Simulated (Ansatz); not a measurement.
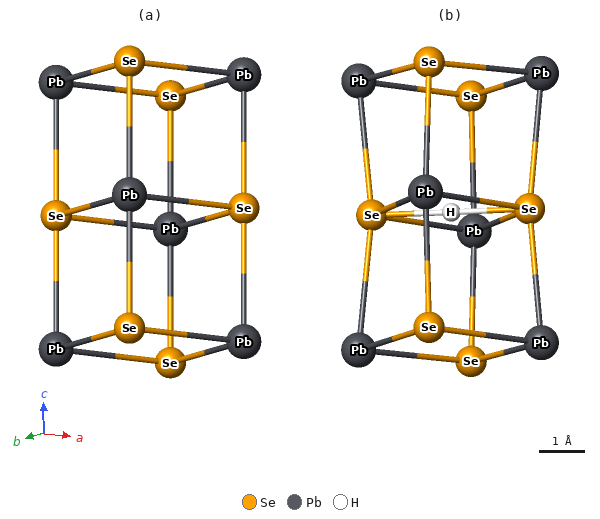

Left: perfect PbSe. Right: the same region with one point defect, after relaxing the atoms in a supercell of 64 sites. The picture is a ball-and-stick view of the atoms within 3.8 Å of one point, seen from a free direction.

Theory: Ansatz, DFT, PBEsol, PAW, plane waves. (plane-wave cutoff 420 eV; k-point mesh 1 × 1 × 1; mesh shifted by (0.25, 0.25, 0.25); no spin polarisation) Fermi-Dirac smearing of 0.01 eV. A uniform background neutralises the charged cell. The axes drawn are those of the host's conventional cell.

What kind of defect was made?

An extra hydrogen atom is put between the host's atoms (an interstitial).

The charge state of the cell is +1.

How does the lattice respond?

The H atom starts with 2 Pb at 2.16 Å, 2 Se at 2.16 Å around its place and ends with 2 Se at 1.80 to 1.83 Å. Of the host's atoms, a lead atom moves furthest from its site, by 0.42 Å.

Limits of the set-up: the cell is charged, on a uniform background, and energies carry no finite-size correction.
